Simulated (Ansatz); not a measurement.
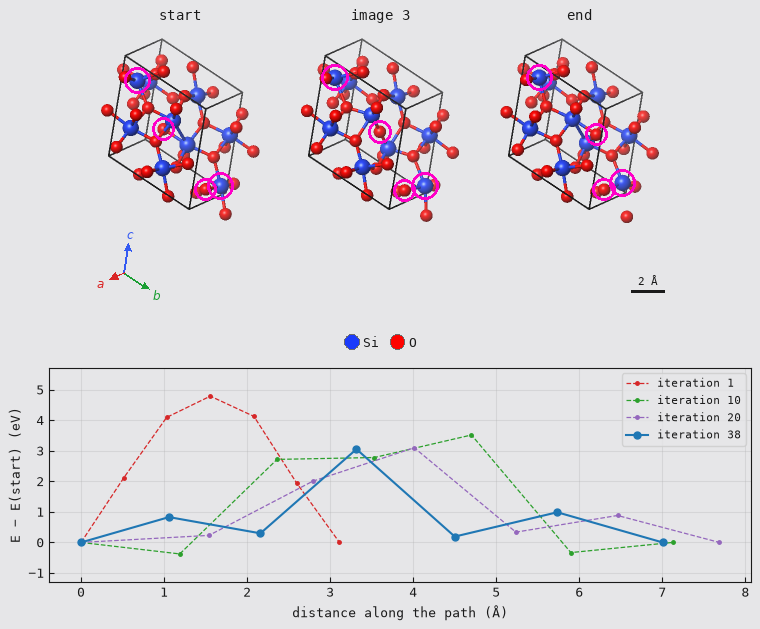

NEB run on SiO₂ with an O vacancy (23 atoms in the cell, charge -2). Images are numbered from 0 (start) to 6 (end). The plot follows the band through its iterations. Style: ball-and-stick. Shown: the reduced simulation cell (origin moved), slightly off an axis. The atoms that move most are ringed. Lengths and directions refer to the drawn axes. Bonds to atoms that aren't drawn are left out.

Theory: DFT PBEsol, scalar-relativistic, plane waves, PAW (Ansatz). Run with plane-wave cutoff 420 eV; k-point mesh 3 × 3 × 3; Gaussian smearing 0.02 eV; 5 movable images; climbing image; force threshold 0.05 eV/Å; iteration limit 38; starting path by image-dependent pair potential.

Q: Did the band converge, and can the barrier be trusted?

A: The result isn't final. The band hadn't converged when the run stopped after 38 iterations. The barrier read from it is provisional, though the highest image hardly moved in the last two iterations. The first iteration put the highest image at 4.79 eV. The barrier is about 3.05 eV in both directions, with image 3 at the top; the ends have the same energy. The profile has 3 maxima (images 1, 3, 5) with a dip at image 2, 4 (+0.30 eV, +0.19 eV), which on an unconverged band is provisional.

Limits of the set-up: the periodic images lie only 6.1 Å apart, so the values are limited by the cell's size; the cell is charged, on a uniform background, and energies carry no finite-size correction.

PAW datasets: the set soft_1.
